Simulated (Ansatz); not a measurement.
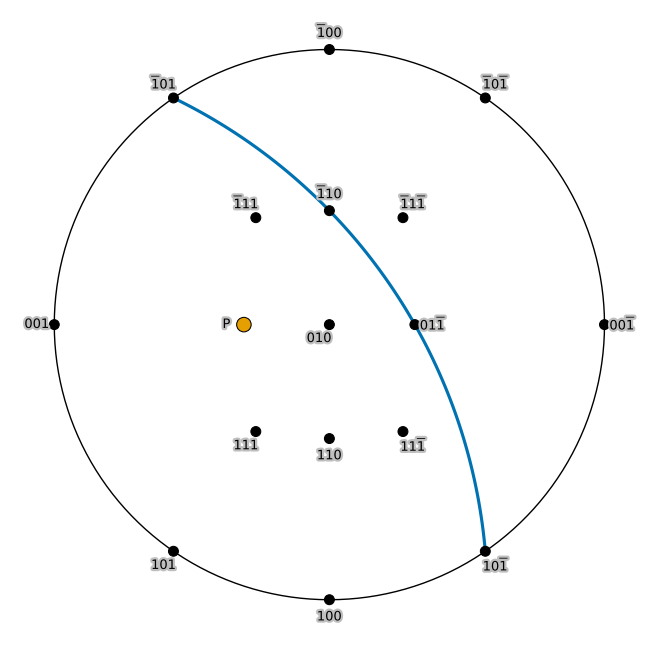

For HfO2, the input geometry of an electronic-structure calculation (not necessarily at equilibrium): stereographic projection of plane normals (upper hemisphere) centred on (0 1 0). All values are computed from the atomic coordinates in the standard setting (tolerance 0.002 Å).

a = 3.558 Å, b = 3.558 Å, c = 5.172 Å, α = 90.00°, β = 90.00°, γ = 90.00°.

Index the pole marked P.

Answer. P is (0 1 1), 34.5° from the centre.

Which zone does the coloured great circle trace?

Answer. The zone [1 1 1]: its poles satisfy h + k + l = 0.

What is the angle between the normals of (−1 1 1) and (1 0 1), and what are their d_hkl = 1/|g|?

Answer. 106.0°; d = 2.262 Å and 2.931 Å.
